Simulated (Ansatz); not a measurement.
## Single-point calculation of Ti

- system: Ti (P4/nmm, 2 atoms in the cell)
- method: DFT PBEsol, scalar-relativistic, plane waves, PAW, no spin polarisation (Ansatz 0.2.0)

The structure derives from an entry of the Crystallography Open Database. It belongs to a series of runs on one base structure; here: mode 4 (225.9 1/cm) frozen in, largest displacement +0.050 A. Figures and captions count atoms from 1; the log counts them from 0 in places.

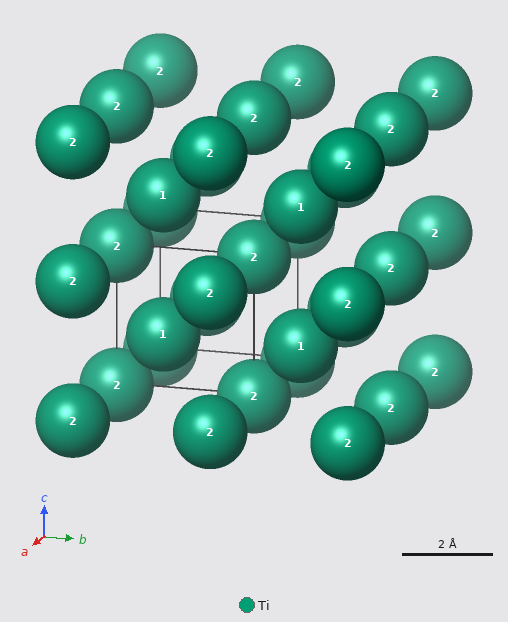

**Figure 1.** The input geometry (spheres-only view of the cell of the calculation, set on other vectors, repeated 2 × 2 × 2, seen slightly off an axis; atoms are numbered from 1 in the order of the input). An atom can appear more than once, as a periodic image.

Results in brief:

| quantity | value |
| --- | --- |
| outcome | converged |
| space group (tolerance 0.01 Å) | P4/nmm (129) |
| electrons treated | 24 |
| free energy | −4947.5865 eV |
| Fermi energy | 13.765 eV |
| gap on the k-point mesh | none (metallic) |
| pressure | 0.33 GPa |
| largest force (length of the vector) | 0.465 eV/Å |
| hardware | 2 threads of Oxide Virtual Turin-like (Zen 5), 32 GiB of memory available, shared host |
| wall time | 4.1 s (CPU time 7.5 s) |
| peak memory | 0.57 GiB |

The input:
```yaml
crystal:
  lattice:
    - [0.0, -3.2102321259, 0.0]
    - [-3.2102321259, 0.0, 0.0]
    - [0.0, 0.0, -3.2102321259]
  atoms:
    - { symbol: Ti, position: [0.5, 0.5, 0.4844248023] }
    - { symbol: Ti, position: [0.0, 0.0, 0.0155751977] }
basis:
  ecutwfc: 420
kpoints:
  mp_grid: { grid: [18, 18, 18] }
hamiltonian:
  xc: pbesol
scf:
  occupations: { method: gaussian, width: 0.15 }
output:
  forces: true
  stress: true
  eigenvalues: true
```

Launched with:
```bash
ansatz run input.yaml --threads 2 --pin off --max-ram 5120MiB --backend cpu --events-out ev --progress --plain --runs-dir out
```

What the program printed:
```
Engine: ansatz 0.2.0, x86_64-unknown-linux-gnu
Pseudopotentials: kind: paw
Pseudopotential: Ti, paw, valence charge 12, recommended cutoff 420 eV (normal), Ti.paw.azcp
Functional definition: PBEsol
  exchange = pbesol_x
  correlation = pbesol_c
Crystal: 2 atoms, lattice volume = 33.083 Å³
Basis set: ecut = 420 eV, 619 PW (Γ), exchange–correlation on 48×48×48 points (8 copies of the dense FFT grid, shifted against one another)
Bands: 16, of which v1, the nominal top of the filled ones, is band 12 counted from 1 (11 counted from 0)
Symmetry: 16 space group operations
Space group: P4/nmm (ITA 129), of the structure as read, at distance tolerance 3.2e-5 Å
k-points: 550 of 5832
Non-local potential: Ti, projectors of the file, l = 0: 3, l = 1: 2, l = 2: 3, l = 3: 1
PAW form: soft (Blöchl's): semilocal exchange-correlation on the pseudo side does not see the compensation charge
PAW frozen core: Ti, regenerated for the run's functional, and the local potential with it (the file was generated under x = pbe(κ = 0.804, μ = 0.2195149727645171), c = pbe(β = 0.06672455060314922))
PAW one-centre angular grid: Ti, 590 points (default); XC on 64 Gauss nodes
Initial density: superposition of atomic densities (neutral atoms: chi_scale 0, normalization atom), corrected by the library's trained network
Initial wavefunctions: pseudopotential atomic-orbital guess
Functional: x = pbesol(κ = 0.804, μ = 0.12345679012345678), c = pbesol(β = 0.046)
SCF iter   1: F=—  HF=-4947.589205 eV  |F-HF|=—  |Δ(HF+E_count)|=         —  Δρ=5.61e-3  dr2=7.39e-3  ethr=1.77e-3  ⟨swp⟩=3.2  Hψ=35158  notcnv=0
preconditioner: auto → none  [metal: Δε(μ)=0.002 eV  Ē_g=3.028 eV  σ=0.150 eV  W_gap=0.01  n_scr=6 (ndim 8)  ℏωp=18.3 eV  f_vac=0.000  D(μ)=4.24/eV (n_scr^D=80)  sad-step TF]
SCF iter   2: F=—  HF=-4947.586913 eV  |F-HF|=—  |Δ(HF+E_count)|=   2.29e-3  Δρ=2.60e-3  dr2=1.74e-3  ethr=3.08e-5  ⟨swp⟩=1.6  Hψ=15015  notcnv=0
SCF iter   3: F=—  HF=-4947.586509 eV  |F-HF|=—  |Δ(HF+E_count)|=   4.04e-4  Δρ=4.13e-4  dr2=7.56e-5  ethr=7.26e-6  ⟨swp⟩=2.9  Hψ=14911  notcnv=0
SCF iter   4: F=—  HF=-4947.586477 eV  |F-HF|=—  |Δ(HF+E_count)|=   3.20e-5  Δρ=1.41e-4  dr2=4.98e-6  ethr=3.15e-7  ⟨swp⟩=2.1  Hψ=13441  notcnv=0
SCF iter   5: F=—  HF=-4947.586476 eV  |F-HF|=—  |Δ(HF+E_count)|=   2.27e-7  Δρ=3.15e-5  dr2=2.34e-7  ethr=2.07e-8  ⟨swp⟩=2.8  Hψ=14362  notcnv=0
SCF iter   6: F=-4947.586476 eV  HF=-4947.586476 eV  |F-HF|=7.69e-10  |Δ(HF+E_count)|=   1.14e-8  Δρ=3.69e-6  dr2=3.88e-9  ethr=4.17e-10  ⟨swp⟩=4.8  Hψ=33459  notcnv=0
SCF 1 converged in 6 iterations: F = -4947.586476 eV  dr2 = 3.88e-9
  greatest PAW one-centre occupation: 0.999 electrons in one spin orbital (limit 2), on the Ti atom at site 1 (counted from 0), in its partial waves of l = 0
```

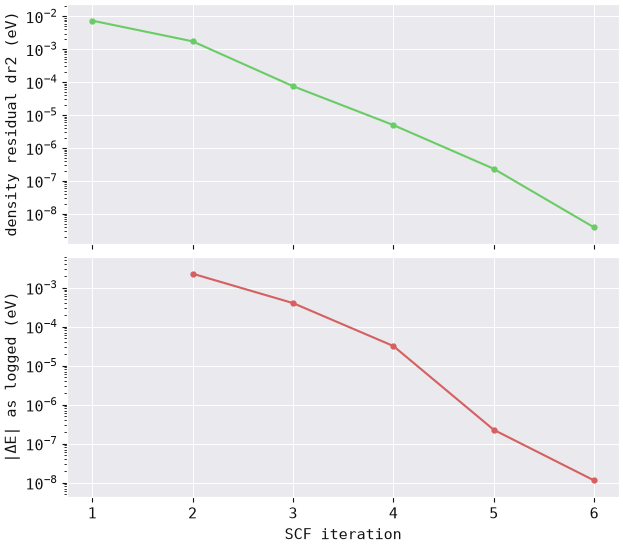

**Figure 2.** Convergence of the self-consistent field: density residual dr2 and size of the energy change against the SCF iteration. The residual falls at every step.

```
SCF converged after 6 iterations
Free energy (F): -4947.586476 eV
Harris-Foulkes:  -4947.586476 eV  (|F-HF|=7.69e-10)
Internal energy: -4947.538634 eV  (E = F + TS)
E sigma→0 (E₀):  -4947.562555 eV
Entropy (-TS):   -0.047842 eV (-23.921 meV/atom)
Fermi energy:    13.764555 eV
--- Per-component energies (eV) ---
  E_band       = -293.937122
  E_kinetic    = 547.462064
  E_local      = -1576.783846  (includes V_loc(G=0)·N_el)
  E_nonlocal   = 19.681452
  E_hartree    = 650.868360
  E_xc         = -193.984746
  E_vxc        = -243.798763  (∫ρ·V_xc dr)
  E_paw        = -2045.720910  (= ΣΔE_a)
  E_vpaw       = -342.233665  (= ΣTr[D̂ρ^β])
  E_aug_tail   = 0.000230  (compensation charges beyond the density's cutoff)
  E_ewald      = -2349.340007
  E_core_change = 0.278769  (= ΣΔE_core)
  E_smearing   = -0.047842  (= −TS)
  E_closure    = 0.000000  (closes the sum)
  Σ components = -4947.586476   (vs F -4947.586476, Δ=0.00e0)
--- Forces (eV/Å), atoms counted from 1 ---
  atom   1  Ti     0.00000000     0.00000000    -0.46484947
  atom   2  Ti     0.00000000     0.00000000     0.46484947
  max |Σ_I F_I| component: 5.55e-17 eV/Å
--- Stress (GPa, compression-positive) ---
        0.408643       0.000000       0.000000
        0.000000       0.408643       0.000000
        0.000000       0.000000       0.166387
  P = ⅓ Tr σ = 0.3279 GPa (3.279 kbar)
--- Band table (eV; the first three rows and the last of 550) ---
  k-point 0: bands = ["-42.3869", "-42.1020", "-18.8438", "-18.8438", "-18.8327", "-18.2924", "-18.2839", "-18.2839", "7.7465", "11.4732", "11.5118", "14.7731", "14.8222", "14.8222", "16.6201", "16.7124"]
  k-point 1: bands = ["-42.3845", "-42.1036", "-18.8395", "-18.8395", "-18.8332", "-18.3013", "-18.2877", "-18.2877", "7.8021", "11.5039", "11.5416", "14.7935", "14.8160", "14.8160", "16.6385", "16.6619"]
  k-point 2: bands = ["-42.3775", "-42.1087", "-18.8342", "-18.8269", "-18.8269", "-18.3273", "-18.2988", "-18.2988", "7.9671", "11.5954", "11.6254", "14.7997", "14.7997", "14.8543", "16.5134", "16.6921"]
  k-point 549: bands = ["-42.2060", "-42.2060", "-18.7790", "-18.7790", "-18.6873", "-18.6873", "-18.5982", "-18.5982", "13.0405", "13.0405", "13.1477", "13.1477", "13.2541", "13.2541", "17.1274", "17.1274"]
```

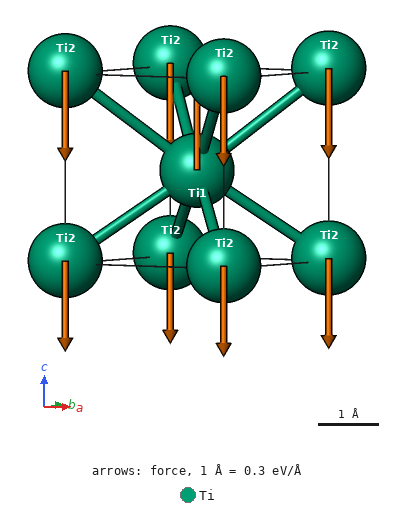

**Figure 3.** Forces on the atoms as orange arrows (ball-and-stick view of the cell of the calculation, seen at an oblique angle; atoms are numbered from 1 in the order of the input). The largest act on Ti1, Ti2 (0.46 eV/Å). The geometry is not a stationary point of this energy.
